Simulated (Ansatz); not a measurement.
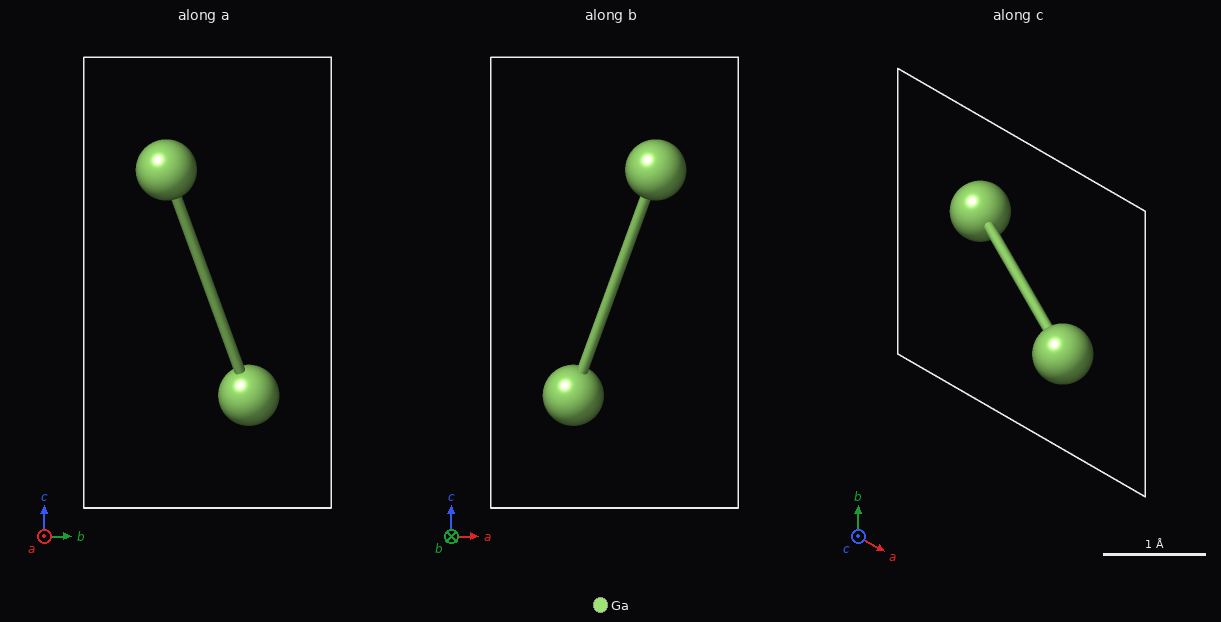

Crystal structure, ball-and-stick style, seen along the a axis, along the b axis and along the c axis. Atoms at the boundary of the conventional unit cell (the box) are drawn once for each face, edge or corner they touch.

Lattice parameters: a = 2.8113 Å, b = 2.8113 Å, c = 4.4384 Å, α = 90.000°, β = 90.000°, γ = 120.000°.

Q: Write down what is shown as a CIF with its space group and independent sites.

A:
```cif
data_structure
_symmetry_space_group_name_H-M 'P 63/m m c'
_symmetry_Int_Tables_number 194
_cell_length_a 2.8113
_cell_length_b 2.8113
_cell_length_c 4.4384
_cell_angle_alpha 90.000
_cell_angle_beta 90.000
_cell_angle_gamma 120.000
_cell_volume 30.38
loop_
_atom_site_label
_atom_site_type_symbol
_atom_site_symmetry_multiplicity
_atom_site_Wyckoff_symbol
_atom_site_fract_x
_atom_site_fract_y
_atom_site_fract_z
_atom_site_occupancy
Ga1 Ga 2 c 0.3333 0.6667 0.2500 1
```

Its origin is a structure type filled with this element by a generator (whether the element takes this form wasn't checked). Earlier steps of the study may have refined or changed the cell and positions. It was the input of a calculation with Ansatz.

At this level of theory the cell isn't at rest (compressed, at 11 GPa), so its distances can differ from those at equilibrium, the more so the softer the solid.
